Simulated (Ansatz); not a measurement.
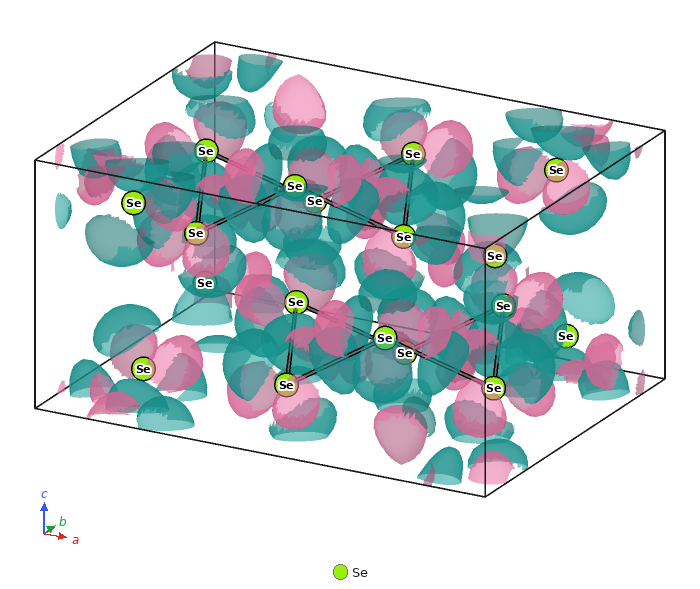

The picture shows: Se. Density of the crystal less the sum of free-atom densities: teal surfaces at +0.04 and pink ones at −0.04 e/Å³, in the conventional cell seen slightly off an axis (the regions close to the nuclei are left out). Cores are masked to 0.8 Å (Se).

Space group R-3; not relaxed (largest force 0.5 eV/Å); the calculation finds a residual pressure of about 3 GPa at this fixed cell.

Computed with Ansatz, DFT PBE, scalar-relativistic, plane waves, PAW.

Core electrons are frozen (PAW), so the fields are smoothed inside the atomic spheres.

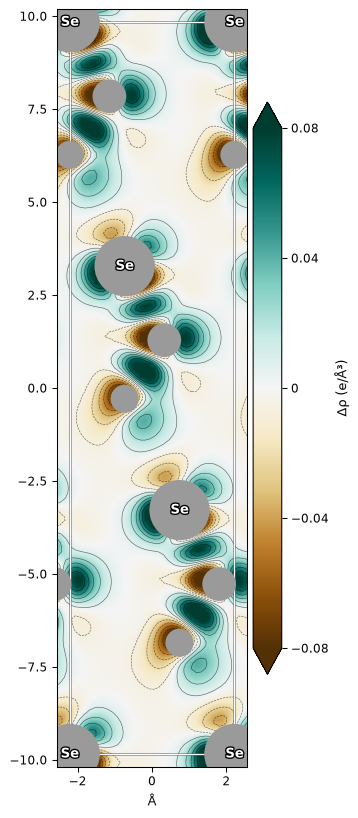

Second picture: a map on the (110) plane of the conventional cell, with grey discs over the atomic cores.

Question: Where does charge go when the atoms form this crystal?

Answer: Se–Se (2.36 Å): Δρ is +0.12 e/Å³ at the midpoint, where it peaks: charge gathers in the bond, as in covalent bonding (this contact isn't in the plane drawn).
Over the whole cell, outside the masked cores, the largest gain lies in the shortest Se–Se contact, between the masked cores, and the largest loss lies at the edge of the masked core of Se.
In all about 0.21 e an atom is rearranged against the free atoms.

The run took 85 s on 2 threads of Arm Neoverse N1 (shared host), peak memory 0.56 GiB.
